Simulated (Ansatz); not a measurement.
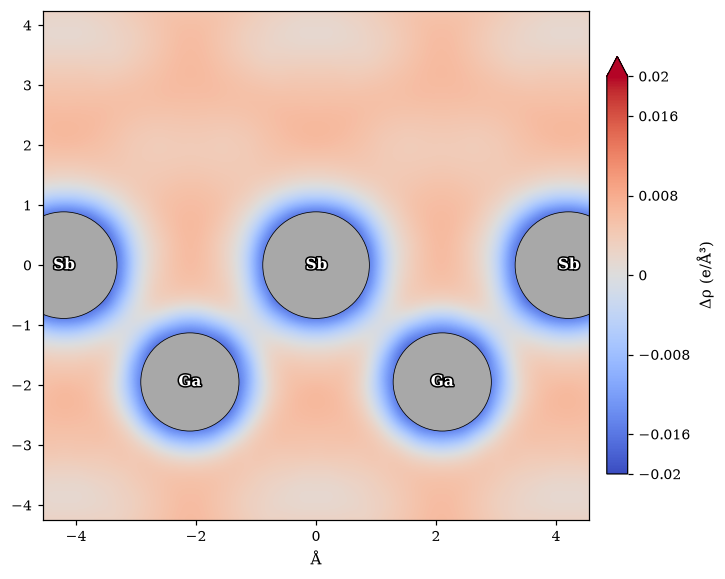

GaSb. Difference of the valence pseudo-densities of two functionals at the same geometry, on the (110) plane of the calculation cell: one of B3LYP and HSE06 less the other.

Space group I-4m2; a structure from a database of computed crystals, not necessarily the ambient phase.

Both computed with Ansatz (plane waves, PAW), on the same k-point mesh. Grey discs cover the atomic cores.

```
Sb Ga
1.0
    -2.75343    2.75343    1.59071
     2.75343   -2.75343    1.59071
     2.75343    2.75343   -1.59071
Sb Ga
1 1
Direct
  0.00000 0.00000 0.00000
  0.75000 0.25000 0.50000
```

Q: Which was subtracted from which, and what does the map show?

A: It is HSE06 less B3LYP. Against B3LYP, HSE06 gives less density around Sb (−0.010 e/Å³ on average at 1.0 Å from the nucleus), less density around Ga (−0.010 e/Å³ on average at 1.0 Å from the nucleus) and more density in the space between the atoms (+0.004 e/Å³ on average).
